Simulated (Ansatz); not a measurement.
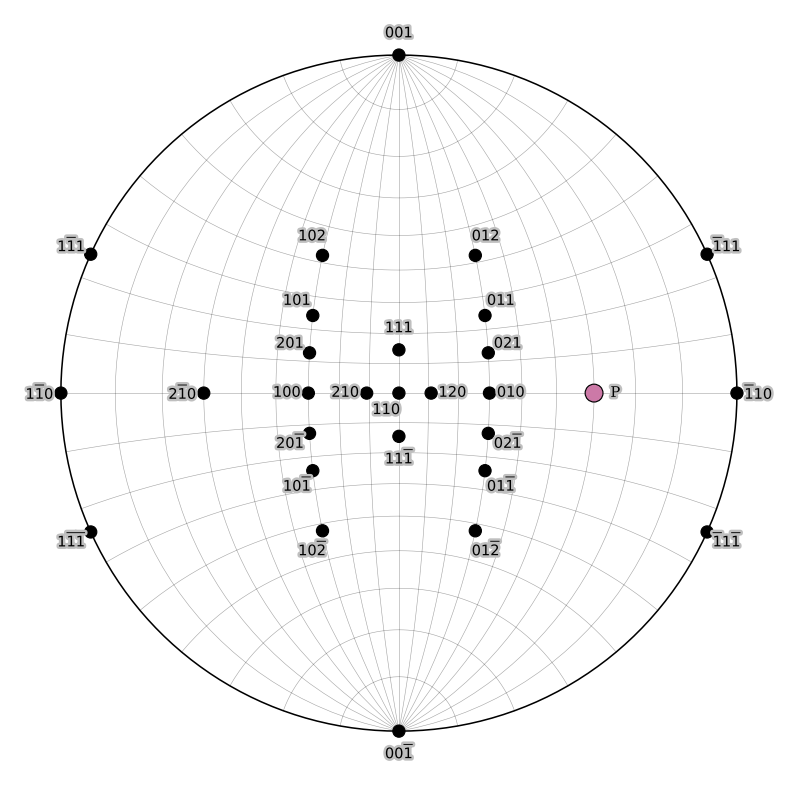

Stereographic projection of plane normals (upper hemisphere) centred on (1 1 0). Crystal: MoS2, coordinates from a relaxation with Ansatz, DFT, PBEsol, plane waves, PAW. The drawing is computed from the coordinates (standard cell, symmetry found to 0.002 Å).

a = 3.150 Å, b = 3.150 Å, c = 6.054 Å, α = 90.00°, β = 90.00°, γ = 120.00°.

Question: Index the pole marked P.

Answer: P is (−1 2 0), in four indices (−1 2 −1 0), 60.0° from the centre.

Question: What is the angle between the normals of (1 −1 −1) and (0 1 −2), and what are their d_hkl = 1/|g|?

Answer: 93.6°; d = 2.487 Å and 2.027 Å.
